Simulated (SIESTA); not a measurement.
## A series of single points on Pt

System: Pt (1 atom in the cell).
Method: Kohn-Sham DFT of a periodic cell, PBEsol, PseudoDojo 0.4 standard, converted to PSML, no spin polarisation (SIESTA 5.4.2).

The 7 runs differ only in the geometry, by an even scaling of the cell at fixed fractional positions. The structure derives from a Materials Project entry.

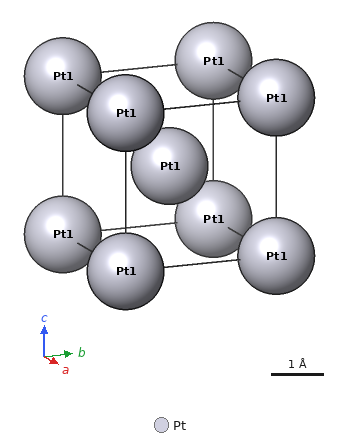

Figure 1. The structure of run 4 (spheres-only view of the cell 2 times as large as that of the calculation, set on its symmetry axes, seen slightly off an axis; atoms are numbered from 1 in the order of the input). An atom can appear more than once, as a periodic image.

### Input of run 4
```
SystemName                      Pt
SystemLabel                     Pt
NumberOfSpecies                 1
NumberOfAtoms                   1
%block ChemicalSpeciesLabel
  1  78 Pt
%endblock ChemicalSpeciesLabel

LatticeConstant                 1.0 Ang
%block LatticeVectors
    -1.5842200000     1.5842200000     1.5842200000
     1.5842200000    -1.5842200000     1.5842200000
     1.5842200000     1.5842200000    -1.5842200000
%endblock LatticeVectors
AtomicCoordinatesFormat         Fractional
%block AtomicCoordinatesAndAtomicSpecies
     0.0000000000     0.0000000000     0.0000000000  1  Pt
%endblock AtomicCoordinatesAndAtomicSpecies

%block kgrid.MonkhorstPack
   12   0   0  0.0
    0  12   0  0.0
    0   0  12  0.0
%endblock kgrid.MonkhorstPack
XC.Functional                   GGA
XC.Authors                      PBEsol
PAO.BasisSize                   DZP
PAO.EnergyShift                 0.003 Ry
Mesh.Cutoff                     800 Ry
OccupationFunction              FD
ElectronicTemperature           0.05 eV
MaxSCFIterations                120
SCF.MustConverge                false
SCF.Mixer.Method                Pulay
SCF.Mixer.Weight                0.25
SCF.Mixer.History               8
SCF.DM.Tolerance                5.0e-05
SCF.H.Tolerance                 1.0e-03 eV
WriteForces                     true
Charge.Mulliken                 end
%block PAO.Basis
  Pt 5
  n=5 0 2
    2.732 0.000
  n=6 0 2
    7.268 0.000
  n=5 1 2
    3.260 0.000
  n=6 1 1
    7.268
  n=5 2 2
    5.669 0.000
%endblock PAO.Basis
```

Command:
```bash
siesta < Pt.fdf > Pt.out 2>&1
```

Run 2 differs from it as follows:
```diff
-    -1.5842200000     1.5842200000     1.5842200000
-     1.5842200000    -1.5842200000     1.5842200000
-     1.5842200000     1.5842200000    -1.5842200000
+    -1.5628089970     1.5628089970     1.5628089970
+     1.5628089970    -1.5628089970     1.5628089970
+     1.5628089970     1.5628089970    -1.5628089970
```

### Results, with one run withheld

```tsv
run	volume per atom (Å³)	free energy per atom, from the lowest run given (meV)	pressure (GPa)
1	14.950	5.31	7.31
2	15.268	?	?
3	15.586	0.00	−4.17
4	15.904	13.42	−9.15
5	16.222	35.93	−13.40
6	16.540	66.15	−16.94
7	16.858	103.01	−20.11
```

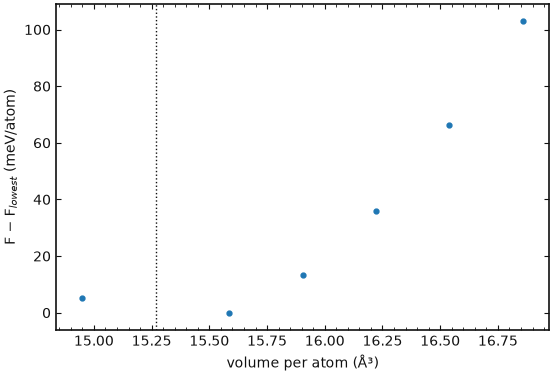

Figure 2. Free energy per atom of the runs given; the dotted line marks run 2.

Fit the runs given and predict run 2.

A cubic polynomial in V^(−2/3) (the Birch–Murnaghan form), fitted to the 6 runs given, misses them by at most 0.06 meV per atom. With x = V^(−2/3) − 0.15756 Å⁻², it reads F = 18.677 − 9832.4 x + 1.0617e+06 x² + 6.0615e+06 x³ (meV per atom). At run 2 it gives −3.27 meV per atom, and the run itself gives −2.98. The slope of the fit gives a pressure −dF/dV of 1.21 GPa there, and the run prints 1.28 GPa. The two needn't agree exactly: the fit is approximate, and the printed stress is taken on a finite basis. The fit has its minimum at 15.334 Å³ per atom, where V d²F/dV² gives 279 GPa: the bulk modulus at this level, since symmetry fixes the shape and the positions.

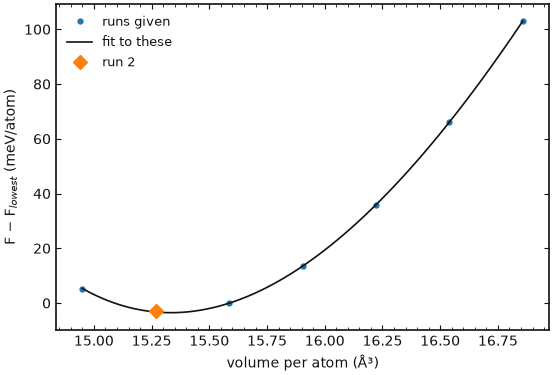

Figure 3. The fit and the withheld run.

### Some lines of the output (run 2)
```
[...]
outcell: Cell volume (Ang**3)        :     15.2678
stepf: Fermi-Dirac step function
siesta: Etot    =     -3551.058700
siesta: FreeEng =     -3551.065113
        iscf     Eharris(eV)        E_KS(eV)     FreeEng(eV)     dDmax    Ef(eV) dHmax(eV)
siesta: E_KS(eV) =            -3552.0854
siesta: E_KS - E_eggbox =     -3552.0854
siesta: Etot    =     -3552.085351
siesta: FreeEng =     -3552.091321
siesta:         Fermi =      -3.665445
siesta: Cell volume =         15.267843 Ang**3
    Orbital volume contribution        =           0.914846 eV
```

Notes: Points of doubt noted for this run: mulliken charges of long orbitals. Spin–orbit coupling is left out, which matters for Pt. With a small basis of atomic orbitals these values can differ much from converged plane-wave results.
